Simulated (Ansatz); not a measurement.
**Geometry relaxation, with input and output: Ge (part 2 of 3)**

Ge (P-1, 2 atoms in the cell); DFT PBEsol, scalar-relativistic, plane waves, PAW, no spin polarisation (Ansatz 0.2.0); cutoff 420 eV, 12×12×8 k-mesh, Gaussian smearing of 0.15 eV. The structure derives from a Materials Project entry. It belongs to a series of runs on one base structure; here: all atoms moved at random, sigma 0.1 A a component, cell strained at random, sigma 0.01; relaxed back.

Geometry of the input (Å; fractional positions):
```
-0.0460  0.0100  -2.6662
2.7734  0.0089  0.0481
-0.0163  -5.0943  0.0191
Ge -0.0221  0.5002  0.0084
Ge 0.0221  -0.0002  0.4916
```

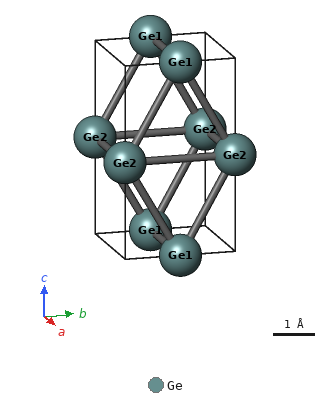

Figure 1. The geometry at step 8 of the log (ball-and-stick view of the cell of the calculation, seen slightly off an axis; atoms are numbered from 1 in the order of the input).

### Log, continued
```
Crystal: 2 atoms, lattice volume = 36.840 Å³
Basis set: ecut = 420 eV, 745 PW (Γ), exchange–correlation on 36×40×72 points (8 copies of the dense FFT grid, shifted against one another)
iter 1 solved again at ethr=1.37e-7 eV; its pass at ethr=3.10e-3 eV (dr2=3.84e-5 eV) is discarded
SCF iter   1: F=—  HF=-8506.643689 eV  |F-HF|=—  |Δ(HF+E_count)|=         —  Δρ=4.35e-4  dr2=4.40e-5  ethr=1.37e-7  ⟨swp⟩=2.1  Hψ=55546  notcnv=0
preconditioner: auto → Kerker (q_TF=auto, 2.606 Å⁻¹)  [metal: Δε(μ)=0.019 eV  Ē_g=23.646 eV  σ=0.150 eV  W_gap=0.07  n_scr=12 (ndim 8)  ℏωp=32.4 eV  f_vac=0.000  D(μ)=0.67/eV (n_scr^D=2)]
SCF iter   2: F=—  HF=-8506.643713 eV  |F-HF|=—  |Δ(HF+E_count)|=   2.32e-5  Δρ=2.63e-4  dr2=1.82e-5  ethr=1.37e-7  ⟨swp⟩=1.0  Hψ=10440  notcnv=0
SCF iter   3: F=—  HF=-8506.643709 eV  |F-HF|=—  |Δ(HF+E_count)|=   3.29e-6  Δρ=3.13e-5  dr2=2.61e-7  ethr=6.49e-8  ⟨swp⟩=2.0  Hψ=11820  notcnv=0
SCF iter   4: F=-8506.643709 eV  HF=-8506.643709 eV  |F-HF|=3.90e-8  |Δ(HF+E_count)|=   1.54e-7  Δρ=1.63e-5  dr2=8.62e-8  ethr=7.14e-10  ⟨swp⟩=7.9  Hψ=68757  notcnv=0
SCF 4 converged in 4 iterations: F = -8506.643709 eV  dr2 = 8.62e-8
relax step   4: F+E_penalty+E_count = -8506.64370904 eV  Δ(F+E_penalty+E_count) = -4.750e-4 eV  max|allowed force component| = 8.926e-4 eV/Å  Δτ_max = 0.0073 Å  P = -0.026 GPa  Ω = 36.840 Å³  energy of the carried Pulay correction = +1.548e-4 eV  (4 SCF iters, dr2 threshold 2.00e-7 eV, accepted)
Crystal: 2 atoms, lattice volume = 36.818 Å³
iter 1 solved again at ethr=1.05e-8 eV; its pass at ethr=3.10e-3 eV (dr2=2.93e-6 eV) is discarded
SCF iter   1: F=—  HF=-8506.643715 eV  |F-HF|=—  |Δ(HF+E_count)|=         —  Δρ=1.07e-4  dr2=3.65e-6  ethr=1.05e-8  ⟨swp⟩=2.1  Hψ=54229  notcnv=0
preconditioner: auto → Kerker (q_TF=auto, 2.607 Å⁻¹)  [metal: Δε(μ)=0.016 eV  Ē_g=23.651 eV  σ=0.150 eV  W_gap=0.06  n_scr=12 (ndim 8)  ℏωp=32.4 eV  f_vac=0.000  D(μ)=0.67/eV (n_scr^D=2)]
SCF iter   2: F=—  HF=-8506.643741 eV  |F-HF|=—  |Δ(HF+E_count)|=   2.62e-5  Δρ=6.74e-5  dr2=1.58e-6  ethr=1.05e-8  ⟨swp⟩=1.0  Hψ=10440  notcnv=0
SCF iter   3: F=—  HF=-8506.643741 eV  |F-HF|=—  |Δ(HF+E_count)|=   4.42e-7  Δρ=7.68e-6  dr2=1.98e-8  ethr=5.63e-9  ⟨swp⟩=2.0  Hψ=12204  notcnv=0
SCF iter   4: F=—  HF=-8506.643741 eV  |F-HF|=—  |Δ(HF+E_count)|=   7.71e-9  Δρ=4.41e-6  dr2=5.85e-9  ethr=7.06e-11  ⟨swp⟩=2.0  Hψ=18475  notcnv=0
SCF iter   5: F=—  HF=-8506.643741 eV  |F-HF|=—  |Δ(HF+E_count)|=  5.55e-10  Δρ=1.22e-6  dr2=5.84e-10  ethr=2.09e-11  ⟨swp⟩=2.6  Hψ=18772  notcnv=0
SCF iter   6: F=-8506.643741 eV  HF=-8506.643741 eV  |F-HF|=1.82e-11  |Δ(HF+E_count)|=  3.27e-11  Δρ=2.39e-7  dr2=3.87e-11  ethr=1.00e-12  ⟨swp⟩=5.4  Hψ=42424  notcnv=0
SCF 5 converged in 6 iterations: F = -8506.643741 eV  dr2 = 3.87e-11
relax step   5: F+E_penalty+E_count = -8506.64374074 eV  Δ(F+E_penalty+E_count) = -3.170e-5 eV  max|allowed force component| = 1.125e-3 eV/Å  Δτ_max = 0.0017 Å  P = +0.018 GPa  Ω = 36.818 Å³  energy of the carried Pulay correction = +1.590e-4 eV  (6 SCF iters, accepted)
Crystal: 2 atoms, lattice volume = 36.816 Å³
iter 1 solved again at ethr=4.11e-9 eV; its pass at ethr=3.10e-3 eV (dr2=1.15e-6 eV) is discarded
SCF iter   1: F=—  HF=-8506.643730 eV  |F-HF|=—  |Δ(HF+E_count)|=         —  Δρ=6.53e-5  dr2=1.59e-6  ethr=4.11e-9  ⟨swp⟩=2.1  Hψ=54049  notcnv=0
preconditioner: auto → Kerker (q_TF=auto, 2.607 Å⁻¹)  [metal: Δε(μ)=0.019 eV  Ē_g=23.652 eV  σ=0.150 eV  W_gap=0.07  n_scr=12 (ndim 8)  ℏωp=32.4 eV  f_vac=0.000  D(μ)=0.67/eV (n_scr^D=2)]
SCF iter   2: F=—  HF=-8506.643756 eV  |F-HF|=—  |Δ(HF+E_count)|=   2.64e-5  Δρ=4.20e-5  dr2=7.06e-7  ethr=4.11e-9  ⟨swp⟩=1.0  Hψ=10440  notcnv=0
SCF iter   3: F=—  HF=-8506.643756 eV  |F-HF|=—  |Δ(HF+E_count)|=   2.24e-7  Δρ=4.76e-6  dr2=6.38e-9  ethr=2.52e-9  ⟨swp⟩=2.0  Hψ=12126  notcnv=0
SCF iter   4: F=—  HF=-8506.643756 eV  |F-HF|=—  |Δ(HF+E_count)|=  1.15e-10  Δρ=1.95e-6  dr2=9.75e-10  ethr=2.28e-11  ⟨swp⟩=2.0  Hψ=18560  notcnv=0
SCF iter   5: F=—  HF=-8506.643756 eV  |F-HF|=—  |Δ(HF+E_count)|=  8.02e-10  Δρ=7.81e-7  dr2=1.80e-10  ethr=3.48e-12  ⟨swp⟩=2.0  Hψ=18536  notcnv=0
SCF iter   6: F=-8506.643756 eV  HF=-8506.643756 eV  |F-HF|=1.82e-12  |Δ(HF+E_count)|=  3.46e-11  Δρ=1.62e-7  dr2=1.04e-11  ethr=1.00e-12  ⟨swp⟩=5.1  Hψ=39725  notcnv=0
SCF 6 converged in 6 iterations: F = -8506.643756 eV  dr2 = 1.04e-11
relax step   6: F+E_penalty+E_count = -8506.64375624 eV  Δ(F+E_penalty+E_count) = -1.550e-5 eV  max|allowed force component| = 7.910e-4 eV/Å  Δτ_max = 0.0005 Å  P = +0.022 GPa  Ω = 36.816 Å³  energy of the carried Pulay correction = +1.595e-4 eV  (6 SCF iters, accepted)
Crystal: 2 atoms, lattice volume = 36.822 Å³
iter 1 solved again at ethr=5.84e-9 eV; its pass at ethr=3.10e-3 eV (dr2=1.63e-6 eV) is discarded
SCF iter   1: F=—  HF=-8506.643739 eV  |F-HF|=—  |Δ(HF+E_count)|=         —  Δρ=8.09e-5  dr2=2.18e-6  ethr=5.84e-9  ⟨swp⟩=2.1  Hψ=54052  notcnv=0
preconditioner: auto → Kerker (q_TF=auto, 2.607 Å⁻¹)  [metal: Δε(μ)=0.024 eV  Ē_g=23.651 eV  σ=0.150 eV  W_gap=0.09  n_scr=12 (ndim 8)  ℏωp=32.4 eV  f_vac=0.000  D(μ)=0.66/eV (n_scr^D=2)]
SCF iter   2: F=—  HF=-8506.643766 eV  |F-HF|=—  |Δ(HF+E_count)|=   2.64e-5  Δρ=5.14e-5  dr2=9.69e-7  ethr=5.84e-9  ⟨swp⟩=1.0  Hψ=10440  notcnv=0
SCF iter   3: F=—  HF=-8506.643766 eV  |F-HF|=—  |Δ(HF+E_count)|=   2.87e-7  Δρ=5.89e-6  dr2=9.27e-9  ethr=3.46e-9  ⟨swp⟩=1.9  Hψ=11866  notcnv=0
SCF iter   4: F=—  HF=-8506.643766 eV  |F-HF|=—  |Δ(HF+E_count)|=  6.80e-10  Δρ=1.41e-6  dr2=5.87e-10  ethr=3.31e-11  ⟨swp⟩=3.0  Hψ=18808  notcnv=0
SCF iter   5: F=—  HF=-8506.643766 eV  |F-HF|=—  |Δ(HF+E_count)|=  1.75e-10  Δρ=6.10e-7  dr2=8.23e-11  ethr=1.00e-12  ⟨swp⟩=5.4  Hψ=46041  notcnv=0
SCF iter   6: F=-8506.643766 eV  HF=-8506.643766 eV  |F-HF|=3.64e-12  |Δ(HF+E_count)|=  1.20e-10  Δρ=1.87e-7  dr2=1.03e-11  ethr=1.00e-12  ⟨swp⟩=5.0  Hψ=45403  notcnv=0
SCF 7 converged in 6 iterations: F = -8506.643766 eV  dr2 = 1.03e-11
relax step   7: F+E_penalty+E_count = -8506.64376555 eV  Δ(F+E_penalty+E_count) = -9.319e-6 eV  max|allowed force component| = 9.240e-4 eV/Å  Δτ_max = 0.0008 Å  P = +0.010 GPa  Ω = 36.822 Å³  energy of the carried Pulay correction = +1.583e-4 eV  (6 SCF iters, accepted)
Crystal: 2 atoms, lattice volume = 36.826 Å³
iter 1 solved again at ethr=1.67e-9 eV; its pass at ethr=3.10e-3 eV (dr2=4.67e-7 eV) is discarded
SCF iter   1: F=—  HF=-8506.643741 eV  |F-HF|=—  |Δ(HF+E_count)|=         —  Δρ=4.95e-5  dr2=5.44e-7  ethr=1.67e-9  ⟨swp⟩=2.1  Hψ=54086  notcnv=0
SCF iter   2: F=—  HF=-8506.643768 eV  |F-HF|=—  |Δ(HF+E_count)|=   2.66e-5  Δρ=3.00e-5  dr2=2.33e-7  ethr=1.67e-9  ⟨swp⟩=1.0  Hψ=10440  notcnv=0
SCF iter   3: F=—  HF=-8506.643768 eV  |F-HF|=—  |Δ(HF+E_count)|=   4.71e-8  Δρ=3.67e-6  dr2=3.30e-9  ethr=8.34e-10  ⟨swp⟩=1.5  Hψ=11196  notcnv=0
SCF iter   4: F=—  HF=-8506.643768 eV  |F-HF|=—  |Δ(HF+E_count)|=  6.31e-10  Δρ=9.44e-7  dr2=3.07e-10  ethr=1.18e-11  ⟨swp⟩=2.0  Hψ=18478  notcnv=0
SCF iter   5: F=-8506.643768 eV  HF=-8506.643768 eV  |F-HF|=7.64e-11  |Δ(HF+E_count)|=  1.07e-10  Δρ=4.92e-7  dr2=6.95e-11  ethr=1.00e-12  ⟨swp⟩=5.3  Hψ=45852  notcnv=0
SCF 8 converged in 5 iterations: F = -8506.643768 eV  dr2 = 6.95e-11
relax step   8: F+E_penalty+E_count = -8506.64376774 eV  Δ(F+E_penalty+E_count) = -2.187e-6 eV  max|allowed force component| = 1.032e-3 eV/Å  Δτ_max = 0.0008 Å  P = +0.001 GPa  Ω = 36.826 Å³  energy of the carried Pulay correction = +1.575e-4 eV  (5 SCF iters, accepted)
Crystal: 2 atoms, lattice volume = 36.829 Å³
iter 1 solved again at ethr=9.19e-9 eV; its pass at ethr=3.10e-3 eV (dr2=2.57e-6 eV) is discarded
SCF iter   1: F=—  HF=-8506.643745 eV  |F-HF|=—  |Δ(HF+E_count)|=         —  Δρ=1.24e-4  dr2=2.61e-6  ethr=9.19e-9  ⟨swp⟩=2.2  Hψ=54243  notcnv=0
preconditioner: auto → Kerker (q_TF=auto, 2.606 Å⁻¹)  [metal: Δε(μ)=0.028 eV  Ē_g=23.650 eV  σ=0.150 eV  W_gap=0.10  n_scr=12 (ndim 8)  ℏωp=32.4 eV  f_vac=0.000  D(μ)=0.67/eV (n_scr^D=2)]
SCF iter   2: F=—  HF=-8506.643772 eV  |F-HF|=—  |Δ(HF+E_count)|=   2.63e-5  Δρ=7.38e-5  dr2=1.10e-6  ethr=9.19e-9  ⟨swp⟩=1.0  Hψ=10440  notcnv=0
SCF iter   3: F=—  HF=-8506.643772 eV  |F-HF|=—  |Δ(HF+E_count)|=   9.54e-8  Δρ=9.42e-6  dr2=2.29e-8  ethr=3.93e-9  ⟨swp⟩=1.0  Hψ=10441  notcnv=0
SCF iter   4: F=—  HF=-8506.643772 eV  |F-HF|=—  |Δ(HF+E_count)|=   5.31e-9  Δρ=2.12e-6  dr2=1.83e-9  ethr=8.17e-11  ⟨swp⟩=2.0  Hψ=18473  notcnv=0
SCF iter   5: F=—  HF=-8506.643772 eV  |F-HF|=—  |Δ(HF+E_count)|=  2.00e-11  Δρ=1.17e-6  dr2=3.69e-10  ethr=6.52e-12  ⟨swp⟩=2.0  Hψ=18569  notcnv=0
SCF iter   6: F=-8506.643772 eV  HF=-8506.643772 eV  |F-HF|=9.09e-12  |Δ(HF+E_count)|=  3.97e-10  Δρ=2.22e-7  dr2=1.22e-11  ethr=1.00e-12  ⟨swp⟩=5.4  Hψ=45915  notcnv=0
SCF 9 converged in 6 iterations: F = -8506.643772 eV  dr2 = 1.22e-11
relax step   9: F+E_penalty+E_count = -8506.64377165 eV  Δ(F+E_penalty+E_count) = -3.905e-6 eV  max|allowed force component| = 1.343e-3 eV/Å  Δτ_max = 0.0021 Å  P = -0.005 GPa  Ω = 36.829 Å³  energy of the carried Pulay correction = +1.569e-4 eV  (6 SCF iters, accepted)
Crystal: 2 atoms, lattice volume = 36.892 Å³
Basis set: ecut = 420 eV, 747 PW (Γ), exchange–correlation on 36×40×72 points (8 copies of the dense FFT grid, shifted against one another)
iter 1 solved again at ethr=6.49e-6 eV; its pass at ethr=3.10e-3 eV (dr2=1.82e-3 eV) is discarded
SCF iter   1: F=—  HF=-8506.643315 eV  |F-HF|=—  |Δ(HF+E_count)|=         —  Δρ=3.48e-3  dr2=1.85e-3  ethr=6.49e-6  ⟨swp⟩=1.7  Hψ=57854  notcnv=0
preconditioner: auto → Kerker (q_TF=auto, 2.606 Å⁻¹)  [metal: Δε(μ)=0.006 eV  Ē_g=23.648 eV  σ=0.150 eV  W_gap=0.02  n_scr=12 (ndim 8)  ℏωp=32.3 eV  f_vac=0.000  D(μ)=0.66/eV (n_scr^D=2)]
SCF iter   2: F=—  HF=-8506.643254 eV  |F-HF|=—  |Δ(HF+E_count)|=   6.13e-5  Δρ=2.06e-3  dr2=7.74e-4  ethr=6.49e-6  ⟨swp⟩=1.0  Hψ=10440  notcnv=0
SCF iter   3: F=—  HF=-8506.643216 eV  |F-HF|=—  |Δ(HF+E_count)|=   3.79e-5  Δρ=2.51e-4  dr2=1.61e-5  ethr=2.77e-6  ⟨swp⟩=1.0  Hψ=10440  notcnv=0
SCF iter   4: F=—  HF=-8506.643227 eV  |F-HF|=—  |Δ(HF+E_count)|=   1.11e-5  Δρ=8.10e-5  dr2=1.98e-6  ethr=5.76e-8  ⟨swp⟩=2.0  Hψ=18528  notcnv=0
SCF iter   5: F=—  HF=-8506.643225 eV  |F-HF|=—  |Δ(HF+E_count)|=   1.57e-6  Δρ=3.59e-5  dr2=5.59e-7  ethr=7.07e-9  ⟨swp⟩=2.0  Hψ=18458  notcnv=0
SCF iter   6: F=—  HF=-8506.643225 eV  |F-HF|=—  |Δ(HF+E_count)|=   2.81e-8  Δρ=8.27e-6  dr2=2.38e-8  ethr=2.00e-9  ⟨swp⟩=2.6  Hψ=16003  notcnv=0
SCF iter   7: F=—  HF=-8506.643225 eV  |F-HF|=—  |Δ(HF+E_count)|=  1.38e-10  Δρ=1.68e-6  dr2=9.11e-10  ethr=8.50e-11  ⟨swp⟩=3.0  Hψ=18806  notcnv=0
SCF iter   8: F=-8506.643225 eV  HF=-8506.643225 eV  |F-HF|=3.64e-11  |Δ(HF+E_count)|=  5.82e-11  Δρ=2.98e-7  dr2=6.38e-11  ethr=1.00e-12  ⟨swp⟩=4.0  Hψ=49597  notcnv=0
SCF 10 converged in 8 iterations: F = -8506.643225 eV  dr2 = 6.38e-11
relax step  10: F+E_penalty+E_count = -8506.64322537 eV  Δ(F+E_penalty+E_count) = +5.463e-4 eV  max|allowed force component| = 9.738e-3 eV/Å  Δτ_max = 0.0594 Å  P = -0.037 GPa  Ω = 36.892 Å³  energy of the carried Pulay correction = +1.450e-4 eV  (8 SCF iters, rejected (line search))
Crystal: 2 atoms, lattice volume = 36.851 Å³
iter 1 solved again at ethr=5.05e-6 eV; its pass at ethr=3.10e-3 eV (dr2=1.41e-3 eV) is discarded
SCF iter   1: F=—  HF=-8506.643827 eV  |F-HF|=—  |Δ(HF+E_count)|=         —  Δρ=3.05e-3  dr2=1.43e-3  ethr=5.05e-6  ⟨swp⟩=1.9  Hψ=57897  notcnv=0
preconditioner: auto → Kerker (q_TF=auto, 2.606 Å⁻¹)  [metal: Δε(μ)=0.031 eV  Ē_g=23.647 eV  σ=0.150 eV  W_gap=0.12  n_scr=12 (ndim 8)  ℏωp=32.4 eV  f_vac=0.000  D(μ)=0.67/eV (n_scr^D=2)]
SCF iter   2: F=—  HF=-8506.643775 eV  |F-HF|=—  |Δ(HF+E_count)|=   5.22e-5  Δρ=1.80e-3  dr2=5.94e-4  ethr=5.05e-6  ⟨swp⟩=1.0  Hψ=10440  notcnv=0
SCF iter   3: F=—  HF=-8506.643742 eV  |F-HF|=—  |Δ(HF+E_count)|=   3.25e-5  Δρ=2.17e-4  dr2=1.16e-5  ethr=2.12e-6  ⟨swp⟩=1.0  Hψ=10440  notcnv=0
SCF iter   4: F=—  HF=-8506.643765 eV  |F-HF|=—  |Δ(HF+E_count)|=   2.29e-5  Δρ=6.01e-5  dr2=1.23e-6  ethr=4.16e-8  ⟨swp⟩=2.0  Hψ=18503  notcnv=0
SCF iter   5: F=—  HF=-8506.643765 eV  |F-HF|=—  |Δ(HF+E_count)|=   3.47e-7  Δρ=2.88e-5  dr2=3.24e-7  ethr=4.38e-9  ⟨swp⟩=2.0  Hψ=18560  notcnv=0
SCF iter   6: F=—  HF=-8506.643765 eV  |F-HF|=—  |Δ(HF+E_count)|=   5.37e-8  Δρ=9.20e-6  dr2=2.76e-8  ethr=1.16e-9  ⟨swp⟩=2.6  Hψ=18574  notcnv=0
SCF iter   7: F=—  HF=-8506.643765 eV  |F-HF|=—  |Δ(HF+E_count)|=   2.35e-9  Δρ=1.79e-6  dr2=7.47e-10  ethr=9.86e-11  ⟨swp⟩=2.9  Hψ=18786  notcnv=0
SCF iter   8: F=-8506.643765 eV  HF=-8506.643765 eV  |F-HF|=3.64e-12  |Δ(HF+E_count)|=  3.46e-11  Δρ=2.33e-7  dr2=1.62e-11  ethr=1.00e-12  ⟨swp⟩=5.4  Hψ=45927  notcnv=0
SCF 11 converged in 8 iterations: F = -8506.643765 eV  dr2 = 1.62e-11
relax step  11: F+E_penalty+E_count = -8506.64376500 eV  Δ(F+E_penalty+E_count) = +6.645e-6 eV  max|allowed force component| = 1.048e-2 eV/Å  Δτ_max = 0.0076 Å  P = -0.048 GPa  Ω = 36.851 Å³  energy of the carried Pulay correction = +1.527e-4 eV  (8 SCF iters, rejected (line search))
Crystal: 2 atoms, lattice volume = 36.832 Å³
iter 1 solved again at ethr=5.94e-8 eV; its pass at ethr=3.10e-3 eV (dr2=1.66e-5 eV) is discarded
SCF iter   1: F=—  HF=-8506.643759 eV  |F-HF|=—  |Δ(HF+E_count)|=         —  Δρ=2.53e-4  dr2=1.68e-5  ethr=5.94e-8  ⟨swp⟩=2.1  Hψ=54448  notcnv=0
preconditioner: auto → Kerker (q_TF=auto, 2.606 Å⁻¹)  [metal: Δε(μ)=0.019 eV  Ē_g=23.649 eV  σ=0.150 eV  W_gap=0.07  n_scr=12 (ndim 8)  ℏωp=32.4 eV  f_vac=0.000  D(μ)=0.67/eV (n_scr^D=2)]
SCF iter   2: F=—  HF=-8506.643785 eV  |F-HF|=—  |Δ(HF+E_count)|=   2.56e-5  Δρ=1.50e-4  dr2=7.33e-6  ethr=5.94e-8  ⟨swp⟩=1.0  Hψ=10440  notcnv=0
SCF iter   3: F=—  HF=-8506.643782 eV  |F-HF|=—  |Δ(HF+E_count)|=   2.93e-6  Δρ=2.17e-5  dr2=2.11e-7  ethr=2.62e-8  ⟨swp⟩=1.9  Hψ=11572  notcnv=0
SCF iter   4: F=—  HF=-8506.643783 eV  |F-HF|=—  |Δ(HF+E_count)|=   3.53e-7  Δρ=5.85e-6  dr2=1.64e-8  ethr=7.52e-10  ⟨swp⟩=2.2  Hψ=17908  notcnv=0
SCF iter   5: F=—  HF=-8506.643783 eV  |F-HF|=—  |Δ(HF+E_count)|=   4.40e-9  Δρ=3.29e-6  dr2=4.57e-9  ethr=5.85e-11  ⟨swp⟩=2.0  Hψ=18573  notcnv=0
SCF iter   6: F=—  HF=-8506.643783 eV  |F-HF|=—  |Δ(HF+E_count)|=   2.07e-9  Δρ=1.45e-6  dr2=1.09e-9  ethr=1.63e-11  ⟨swp⟩=2.0  Hψ=16803  notcnv=0
SCF iter   7: F=-8506.643783 eV  HF=-8506.643783 eV  |F-HF|=6.37e-11  |Δ(HF+E_count)|=  3.57e-10  Δρ=3.84e-7  dr2=7.84e-11  ethr=1.00e-12  ⟨swp⟩=4.0  Hψ=49458  notcnv=0
SCF 12 converged in 7 iterations: F = -8506.643783 eV  dr2 = 7.84e-11
relax step  12: F+E_penalty+E_count = -8506.64378251 eV  Δ(F+E_penalty+E_count) = -1.086e-5 eV  max|allowed force component| = 1.810e-3 eV/Å  Δτ_max = 0.0038 Å  P = -0.009 GPa  Ω = 36.832 Å³  energy of the carried Pulay correction = +1.564e-4 eV  (7 SCF iters, accepted)
Crystal: 2 atoms, lattice volume = 36.864 Å³
iter 1 solved again at ethr=6.37e-7 eV; its pass at ethr=3.10e-3 eV (dr2=1.78e-4 eV) is discarded
```
